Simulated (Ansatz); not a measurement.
```yaml
crystal:
  lattice:
    - [3.14585, 0.00000, 0.00000]
    - [-1.57292, 2.72438, 0.00000]
    - [0.00000, 0.00000, 3.48637]
  atoms:
    - { symbol: Hf, position: [0.00000, 0.00000, 0.00000] }
    - { symbol: B, position: [0.33333, 0.66667, 0.50000] }
    - { symbol: B, position: [0.66667, 0.33333, 0.50000] }
```

Space group P6/mmm.

All numbers below come from DFT PBE, scalar-relativistic, plane waves, PAW (Ansatz 0.2.0).

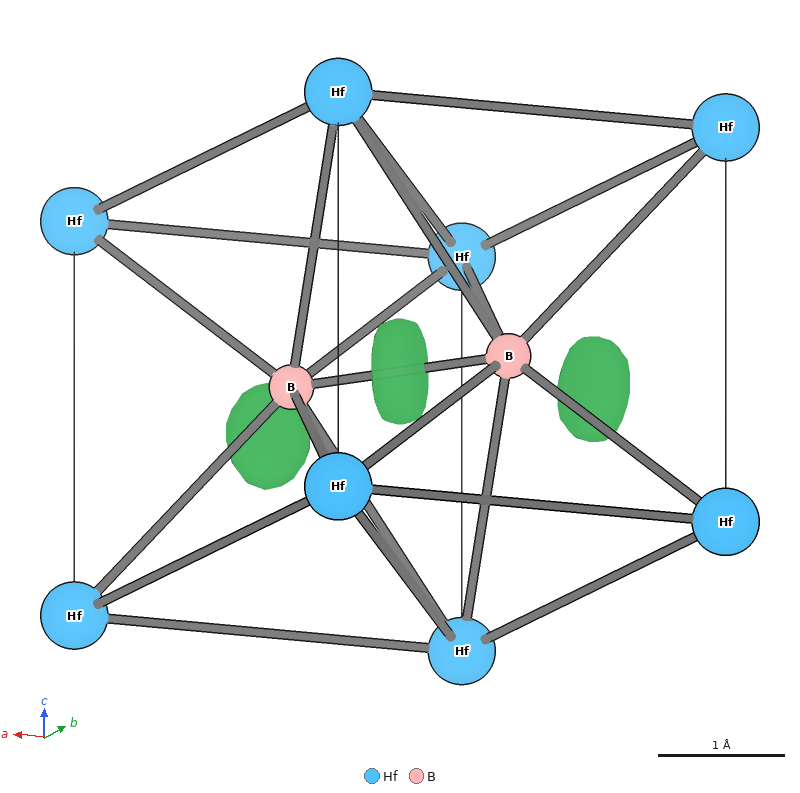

HfB2. Isosurface of the electron localisation function at 0.8 (green), seen at an oblique angle. Core shells and regions of very low density are left out. Sticks mark near contacts.

Core electrons are frozen (PAW), and the valence fields are smoothed inside the atomic spheres.

Question: Describe the localisation domains.

Answer: The surface consists of three regions between bonded B–B atoms, counted in one cell of 3 atoms. Regions shared between cells count once.

Values along the shortest contacts:
B–B (1.82 Å): the ELF peaks at about 0.85 between the atoms. Hf–B (2.52 Å): the ELF peaks at about 0.60 in the valence shell of B, 0.8 Å from its nucleus, and is about 0.15 at the midpoint.

Question: Metal or insulator at this level of theory?

Answer: It is gapless in this calculation (a metal or semimetal).
